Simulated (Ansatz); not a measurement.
## Geometry relaxation of GaCo (part 2 of 2)

GaCo (Pm-3m, 8 atoms in the cell); DFT PBE, scalar-relativistic, plane waves, PAW, spin-polarised (Ansatz 0.2.0); cutoff 420 eV, 8×8×8 k-mesh, Gaussian smearing of 0.1 eV, collinear spins. The structure derives from a Materials Project entry. It belongs to a series of runs on one base structure; here: 0 of 4 Co sites taken by Mg, cell and atoms relaxed.

Geometry of the input (Å; fractional positions):
```
-2.8814  2.8814  2.8814
2.8814  -2.8814  2.8814
2.8814  2.8814  -2.8814
Ga 0.5000  0.5000  0.5000
Ga 0.0000  0.0000  0.5000
Ga -0.0000  0.5000  0.0000
Ga 0.5000  -0.0000  -0.0000
Co 0.0000  0.5000  0.5000
Co 0.5000  0.0000  0.5000
Co 0.5000  0.5000  0.0000
Co 0.0000  0.0000  0.0000
```

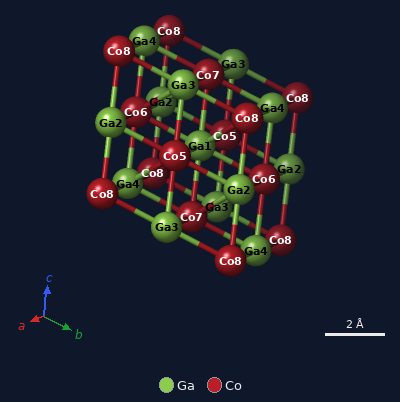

**Figure 1.** The geometry at step 1 of the log (ball-and-stick view of the cell of the calculation, seen slightly off an axis; atoms are numbered from 1 in the order of the input).

## The program's output, continued
```
relax step   2: F+E_penalty+E_count = -35638.72850868 eV  Δ(F+E_penalty+E_count) = +4.633e-6 eV  max|allowed force component| = 4.872e-29 eV/Å  Δτ_max = 0.0000 Å  P = +0.056 GPa  Ω = 95.754 Å³  energy of the carried Pulay correction = -4.634e-5 eV  (9 SCF iters, dr2 threshold 6.91e-8 eV, accepted)
Initial wavefunctions: pseudopotential atomic-orbital guess (no wavefunctions were taken with the density)
iter 1 solved again at ethr=1.45e-8 eV; its pass at ethr=3.10e-3 eV (dr2=1.73e-5 eV) is discarded
SCF iter   1: F=—  HF=-35638.728532 eV  |F-HF|=—  |Δ(HF+E_count)|=         —  Δρ=1.79e-6 (↑1.11e-6 ↓1.79e-6)  dr2=1.47e-9  dr2_m=1.57e-9  M=0.599 μB ∫|m|=0.743 μB  β_m=0.65  ethr=1.45e-8  ⟨swp⟩=3.9  Hψ=30223  notcnv=0
preconditioner: auto → Kerker (q_TF=auto, 2.501 Å⁻¹)  [metal: Δε(μ)=0.002 eV  Ē_g=14.851 eV  σ=0.100 eV  W_gap=0.01  n_scr=18 (ndim 8)  ℏωp=35.6 eV  f_vac=0.000  D(μ)=6.29/eV (n_scr^D=54)]
spin=Collinear: Kerker preconditioning applied to the charge; magnetization (m = ρ↑ − ρ↓) channel mixes plain (no charge-response kernel on spin).
SCF iter   2: F=—  HF=-35638.728522 eV  |F-HF|=—  |Δ(HF+E_count)|=   9.75e-6  Δρ=1.22e-6 (↑1.22e-6 ↓1.09e-6)  dr2=2.50e-10  dr2_m=1.07e-9  M=0.599 μB ∫|m|=0.743 μB  β_m=0.65  ethr=1.23e-12  ⟨swp⟩=3.1  Hψ=10401  notcnv=0
SCF iter   3: F=—  HF=-35638.728522 eV  |F-HF|=—  |Δ(HF+E_count)|=  2.11e-10  Δρ=1.12e-6 (↑3.94e-7 ↓1.12e-6)  dr2=5.31e-10  dr2_m=4.87e-10  M=0.599 μB ∫|m|=0.742 μB  β_m=0.82  ethr=1.00e-12  ⟨swp⟩=2.5  Hψ=7645  notcnv=0
SCF iter   4: F=—  HF=-35638.728522 eV  |F-HF|=—  |Δ(HF+E_count)|=  5.82e-11  Δρ=5.54e-7 (↑5.54e-7 ↓2.83e-7)  dr2=3.13e-10  dr2_m=2.02e-11  M=0.599 μB ∫|m|=0.742 μB  β_m=0.80  ethr=1.00e-12  ⟨swp⟩=2.0  Hψ=7067  notcnv=0
SCF iter   5: F=—  HF=-35638.728522 eV  |F-HF|=—  |Δ(HF+E_count)|=  3.64e-11  Δρ=3.35e-7 (↑3.35e-7 ↓9.24e-8)  dr2=1.09e-10  dr2_m=1.49e-11  M=0.599 μB ∫|m|=0.742 μB  β_m=0.90  ethr=1.00e-12  ⟨swp⟩=1.0  Hψ=4640  notcnv=0
SCF iter   6: F=-35638.728522 eV  HF=-35638.728522 eV  |F-HF|=5.75e-10  |Δ(HF+E_count)|=  1.16e-10  Δρ=4.59e-7 (↑4.59e-7 ↓4.36e-7)  dr2=5.84e-10  dr2_m=1.34e-13  M=0.599 μB ∫|m|=0.742 μB  ethr=1.00e-12  ⟨swp⟩=4.6  Hψ=19489  notcnv=0
the starting moments were not kept: the SCF closed with an absolute magnetisation of 7.4e-1 μB, where they sum to 12 μB in size (4 sites). That is at most 0.1 of that sum.
SCF 3 converged in 6 iterations: F = -35638.728522 eV  dr2 = 5.84e-10
relax step   3: F+E_penalty+E_count = -35638.72852230 eV  Δ(F+E_penalty+E_count) = -1.362e-5 eV  max|allowed force component| = 3.011e-29 eV/Å  Δτ_max = 0.0000 Å  P = +0.057 GPa  Ω = 95.754 Å³  stress off target by 5.70e-2 GPa  SCF on the basis re-selected at this cell (its energy is not comparable with the rows above)  (6 SCF iters)
basis re-selected at this cell: Δ(F+E_penalty+E_count) = -1.362e-5 eV, ΔP = +0.000 GPa vs the last step (what re-selecting the basis moved, of the pressure what is left beyond the Pulay correction that the steps carried, after the strain that the cell walked since its last selection, with what the two solves' SCF thresholds leave and, on support functions, any second-order correction that the steps lacked; it is no measure of the basis error at this ecutwfc). This SCF's stress stands 5.70e-2 GPa from its target on what of the cell is left free (relax.cell.stress_tol is 1.50e-1 GPa) and its largest allowed force component is 3.01e-29 eV/Å (relax.f_tol is 1.50e-2 eV/Å): within both
SCF converged after 6 iterations
Magnetization: 0.5987 μB (60.2994 up, 59.7006 down)
Absolute magnetization: 0.7423 μB (∫|ρ↑−ρ↓|, with the PAW one-centre terms)
Spin contamination: 0.0148 ħ² per cell (⟨S²⟩ above its minimum at these occupations)
Per-site moments (μB) at R_I (Å): [(-0.005471068940519272, 1.0295646327660324), (-0.005471068940519198, 1.0295646327660324), (-0.005471068940519427, 1.0295646327660324), (-0.005471068940519273, 1.0295646327660324), (0.16698871907837362, 1.0295646327660324), (0.16698871907837384, 1.0295646327660324), (0.16698871907837368, 1.0295646327660324), (0.16698871907837406, 1.0295646327660324)]
Free energy (F): -35638.728522 eV
Harris-Foulkes:  -35638.728522 eV  (|F-HF|=5.75e-10)
Internal energy: -35638.697092 eV  (E = F + TS)
E sigma→0 (E₀):  -35638.712807 eV
Entropy (-TS):   -0.031431 eV (-3.929 meV/atom)
Fermi energy:    16.809307 eV
--- Per-component energies (eV) ---
  E_band       = -874.475430
  E_kinetic    = 2293.080224
  E_local      = -17970.056286  (includes V_loc(G=0)·N_el)
  E_nonlocal   = 3538.702852
  E_hartree    = 7976.391097
  E_xc         = -915.503885
  E_vxc        = -1057.618497  (∫ρ·V_xc dr)
  E_paw        = -14034.008529  (= ΣΔE_a)
  E_vpaw       = -3631.369310  (= ΣTr[D̂ρ^β])
  E_aug_tail   = -0.000087  (compensation charges beyond the density's cutoff)
  E_ewald      = -16527.302477
  E_smearing   = -0.031431  (= −TS)
  E_closure    = 0.000000  (closes the sum)
  Σ components = -35638.728522   (vs F -35638.728522, Δ=0.00e0)
--- Forces (eV/Å), atoms counted from 1 ---
  atom   1  Ga     0.00000000     0.00000000     0.00000000
  atom   2  Ga     0.00000000     0.00000000     0.00000000
  atom   3  Ga     0.00000000     0.00000000     0.00000000
  atom   4  Ga     0.00000000     0.00000000     0.00000000
  atom   5  Co     0.00000000    -0.00000000     0.00000000
  atom   6  Co     0.00000000    -0.00000000     0.00000000
  atom   7  Co     0.00000000    -0.00000000     0.00000000
  atom   8  Co     0.00000000    -0.00000000     0.00000000
  max |Σ_I F_I| component: 2.11e-28 eV/Å
--- Stress (GPa, compression-positive) ---
        0.056971      -0.000000      -0.000000
       -0.000000       0.056971       0.000000
        0.000000       0.000000       0.056971
  P = ⅓ Tr σ = 0.0570 GPa (0.570 kbar)
--- Band table (eV; the first three rows and the last of 58) ---
  k-point 0 ↑: bands = ["-77.9344", "-77.9292", "-77.9292", "-77.9292", "-41.2742", "-41.2742", "-41.2742", "-41.2742", "-41.2742", "-41.2742", "-41.2406", "-41.2406", "-41.2406", "-41.2345", "-41.2345", "-41.2345", "1.6765", "1.6765", "1.6898", "1.6898", "1.6898", "1.8220", "1.8220", "1.8220", "1.9083", "1.9083", "1.9083", "1.9083", "1.9083", "1.9083", "2.0206", "2.0206", "2.0206", "2.1768", "2.1768", "2.1768", "4.7565", "10.7934", "10.7934", "10.7934", "13.6936", "13.6936", "13.6936", "13.6936", "13.6936", "13.6936", "14.1814", "14.1814", "14.2727", "14.2727", "14.2727", "15.5647", "15.5647", "15.5647", "15.5647", "15.5647", "15.5647", "16.0504", "16.0504", "16.0504", "16.4534", "16.4534", "16.4534", "19.0393", "19.0393", "19.0393", "19.8997", "19.8997", "19.8997", "21.9876", "21.9876", "21.9876", "27.7513", "27.7513", "28.3214", "28.3214", "28.3214", "29.2131", "31.9070", "31.9070"]
  k-point 1 ↑: bands = ["-77.9342", "-77.9294", "-77.9292", "-77.9292", "-41.2742", "-41.2742", "-41.2730", "-41.2729", "-41.2727", "-41.2727", "-41.2420", "-41.2419", "-41.2404", "-41.2360", "-41.2360", "-41.2347", "1.6847", "1.6933", "1.7007", "1.7007", "1.7061", "1.8189", "1.8341", "1.8341", "1.9030", "1.9030", "1.9076", "1.9076", "1.9126", "1.9149", "2.0128", "2.0164", "2.0188", "2.1550", "2.1661", "2.1661", "4.9037", "10.4706", "10.6988", "10.6988", "13.2128", "13.2409", "13.2409", "13.7300", "13.7478", "13.7478", "14.1715", "14.1878", "14.5428", "14.5428", "14.6615", "15.5428", "15.5821", "15.6845", "15.6845", "15.6879", "15.6879", "15.9475", "15.9733", "16.0309", "16.5143", "16.5143", "16.5532", "19.1821", "19.1821", "19.2246", "20.1563", "20.1563", "20.4704", "21.4697", "21.5640", "22.2460", "27.6529", "27.6529", "27.9514", "28.1955", "28.4990", "29.8679", "30.9266", "30.9266"]
  k-point 2 ↑: bands = ["-77.9336", "-77.9300", "-77.9292", "-77.9292", "-41.2743", "-41.2743", "-41.2696", "-41.2693", "-41.2684", "-41.2684", "-41.2458", "-41.2455", "-41.2403", "-41.2403", "-41.2397", "-41.2354", "1.7066", "1.7303", "1.7303", "1.7418", "1.7508", "1.8093", "1.8673", "1.8673", "1.8872", "1.8872", "1.9060", "1.9060", "1.9251", "1.9330", "1.9877", "2.0045", "2.0127", "2.0945", "2.1365", "2.1365", "5.3443", "9.4975", "10.4960", "10.4960", "12.6438", "12.6438", "13.0534", "13.8212", "13.8468", "13.8468", "14.1421", "14.1907", "14.8080", "14.8080", "14.8879", "15.4953", "15.6323", "15.6478", "15.7628", "15.7628", "15.7949", "15.9616", "15.9616", "15.9757", "16.7226", "16.7226", "16.8666", "19.3596", "19.6685", "19.6685", "20.3824", "20.7615", "20.9840", "20.9840", "22.2717", "22.9602", "25.9524", "25.9524", "27.6269", "28.2039", "28.7867", "28.7867", "30.2798", "30.4989"]
  k-point 28 ↓: bands = ["-77.7318", "-77.7318", "-77.7318", "-77.7266", "-41.0833", "-41.0833", "-41.0833", "-41.0757", "-41.0757", "-41.0757", "-41.0423", "-41.0423", "-41.0423", "-41.0423", "-41.0423", "-41.0423", "1.7285", "1.7285", "1.7285", "1.7594", "1.7594", "1.7594", "1.9207", "1.9207", "1.9207", "1.9207", "1.9207", "1.9207", "1.9253", "1.9253", "1.9253", "2.0411", "2.0411", "2.0411", "2.1814", "2.1814", "8.8611", "8.8611", "8.8611", "9.9568", "9.9568", "9.9568", "12.7655", "12.7655", "12.7655", "14.6315", "14.6315", "14.6315", "15.1300", "15.1300", "15.1300", "15.1300", "15.1300", "15.1300", "16.1594", "16.1594", "16.1594", "16.7780", "16.7780", "17.0756", "17.0756", "17.0756", "17.4416", "20.6250", "20.6250", "20.6250", "21.6221", "21.6221", "21.6221", "25.3893", "27.4168", "27.4168", "27.4168", "27.4168", "27.4168", "27.4168", "28.3092", "28.3092", "28.3092", "29.3108"]
--- Relaxed structure (2 steps of the walk, 2 accepted, 1 SCFs on fresh bases) ---
  F+E_penalty+E_count = -35638.72852230 eV   max|allowed force component| = 3.011e-29 eV/Å   (the final SCF, on the basis selected at the relaxed cell)
  cell:  # Å, volume = 95.7540 Å³
    - [-2.8820335412149674, 2.8820335412149674, 2.8820335412149674]
    - [2.8820335412149674, -2.8820335412149674, 2.8820335412149674]
    - [2.8820335412149674, 2.8820335412149674, -2.8820335412149674]
  atoms:
    - { symbol: Ga, position: [0.5, 0.5, 0.5] }
    - { symbol: Ga, position: [0.0, 0.0, 0.5] }
    - { symbol: Ga, position: [0.0, 0.5, 0.0] }
    - { symbol: Ga, position: [0.5, 0.0, 0.0] }
    - { symbol: Co, position: [-2.3037798288999605e-35, 0.5, 0.5] }
    - { symbol: Co, position: [0.5, -2.7789381249269353e-35, 0.5] }
    - { symbol: Co, position: [0.5, 0.5, -2.3207590764082451e-35] }
    - { symbol: Co, position: [-1.5808265521174554e-38, 4.2665318772202286e-38, 3.6376008833670474e-38] }
--- Löwdin populations: 8 sites ---
  site symbol       q [e]    m [muB]
     0     Ga     13.3884    -0.0099
     1     Ga     13.3884    -0.0099
     2     Ga     13.3884    -0.0099
     3     Ga     13.3884    -0.0099
     4     Co     16.4847     0.1639
     5     Co     16.4847     0.1639
     6     Co     16.4847     0.1639
     7     Co     16.4847     0.1639
  spilling = 0.004229 (of n_electrons = 120.000000)
```

## Trajectory as extended XYZ (Å, eV, eV/Å), 3 frames, from step=1 to step=3
```
8
Lattice="-2.8814 2.8814 2.8814 2.8814 -2.8814 2.8814 2.8814 2.8814 -2.8814" Properties=species:S:1:pos:R:3:forces:R:3 step=1 energy=-35638.72851 pressure_GPa=0.17
Ga    1.4407    1.4407    1.4407    0.0000   0.0000   0.0000
Ga    1.4407    1.4407   -1.4407    0.0000   0.0000   0.0000
Ga    1.4407   -1.4407    1.4407    0.0000   0.0000   0.0000
Ga   -1.4407    1.4407    1.4407    0.0000   0.0000   0.0000
Co    2.8814    0.0000    0.0000    0.0000   0.0000   0.0000
Co    0.0000    2.8814    0.0000    0.0000   0.0000   0.0000
Co    0.0000    0.0000    2.8814    0.0000   0.0000   0.0000
Co    0.0000    0.0000    0.0000    0.0000   0.0000   0.0000
8
Lattice="-2.8820 2.8820 2.8820 2.8820 -2.8820 2.8820 2.8820 2.8820 -2.8820" Properties=species:S:1:pos:R:3:forces:R:3 step=2 energy=-35638.72851 pressure_GPa=0.06
Ga    1.4410    1.4410    1.4410    0.0000   0.0000   0.0000
Ga    1.4410    1.4410   -1.4410    0.0000   0.0000   0.0000
Ga    1.4410   -1.4410    1.4410    0.0000   0.0000   0.0000
Ga   -1.4410    1.4410    1.4410    0.0000   0.0000   0.0000
Co    2.8820    0.0000    0.0000    0.0000   0.0000   0.0000
Co    0.0000    2.8820    0.0000    0.0000   0.0000   0.0000
Co    0.0000    0.0000    2.8820    0.0000   0.0000   0.0000
Co    0.0000    0.0000    0.0000    0.0000   0.0000   0.0000
8
Lattice="-2.8820 2.8820 2.8820 2.8820 -2.8820 2.8820 2.8820 2.8820 -2.8820" Properties=species:S:1:pos:R:3:forces:R:3 step=3 energy=-35638.72852 pressure_GPa=0.06
Ga    1.4410    1.4410    1.4410    0.0000   0.0000   0.0000
Ga    1.4410    1.4410   -1.4410    0.0000   0.0000   0.0000
Ga    1.4410   -1.4410    1.4410    0.0000   0.0000   0.0000
Ga   -1.4410    1.4410    1.4410    0.0000   0.0000   0.0000
Co    2.8820    0.0000    0.0000    0.0000   0.0000   0.0000
Co    0.0000    2.8820    0.0000    0.0000   0.0000   0.0000
Co    0.0000    0.0000    2.8820    0.0000   0.0000   0.0000
Co    0.0000    0.0000    0.0000    0.0000   0.0000   0.0000
```

## Key numbers

```tsv
quantity	value
outcome	converged
space group (tolerance 0.01 Å)	Pm-3m (221)
electrons treated	120
free energy	−35638.7285 eV
Fermi energy	16.809 eV
gap on the k-point mesh	none (metallic)
net moment of the cell	0.60 μB
integrated absolute moment	0.74 μB
pressure	0.06 GPa
final volume	95.75 Å³
largest force (length of the vector) at the end	under 0.001 eV/Å
final cell	a = 4.992 Å, b = 4.992 Å, c = 4.992 Å, α = 109.47°, β = 109.47°, γ = 109.47°
hardware	1 thread of Intel Xeon (Granite Rapids), 96 GiB of memory available, shared host
wall time	64 s
peak memory	0.7 GiB
```

## Notes

The program warns: some starting moments were not kept.
